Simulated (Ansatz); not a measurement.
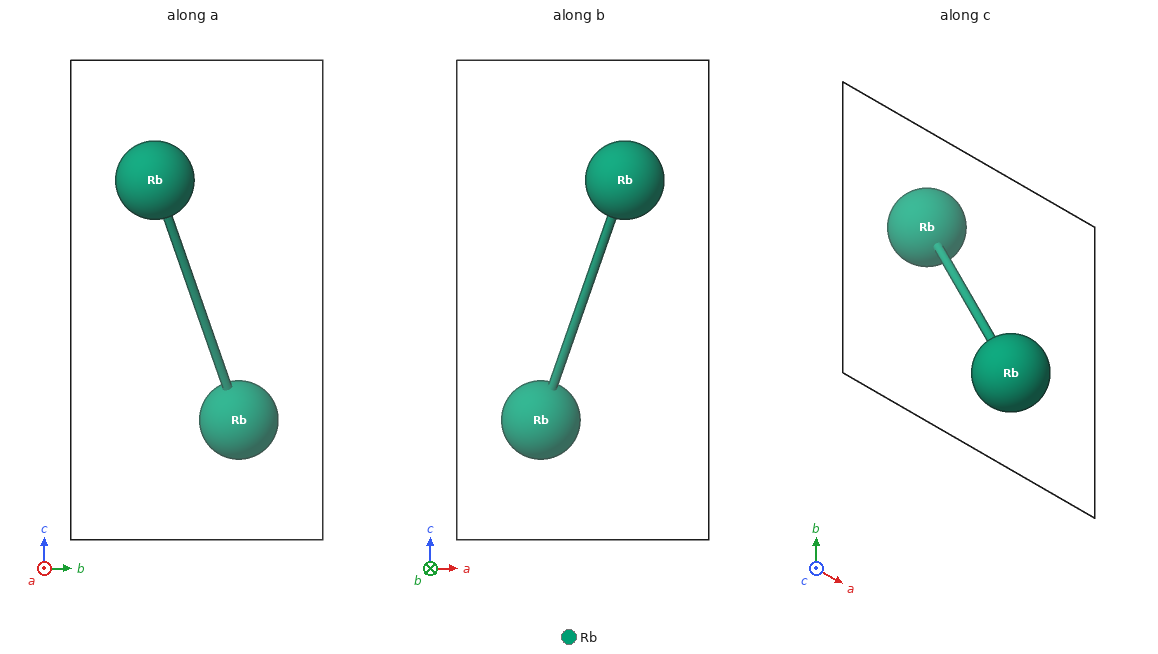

View along the a axis, along the b axis and along the c axis, drawn as a ball-and-stick model. The wireframe shows the conventional unit cell.

Lattice parameters: a = 4.907 Å, b = 4.907 Å, c = 8.091 Å, α = 90.00°, β = 90.00°, γ = 120.00°.

> From the views, write a table of Wyckoff sites.

Space group P6_3/mmc (No. 194).
```json
{"atom": "Rb", "site": "2c", "x": "0.3333", "y": "0.6667", "z": "0.2500"}
```

The initial geometry was a structure type filled with this element by a generator (whether the element takes this form wasn't checked). Earlier steps of the study may have refined or changed the cell and positions. It was run through Ansatz as a DFT input.
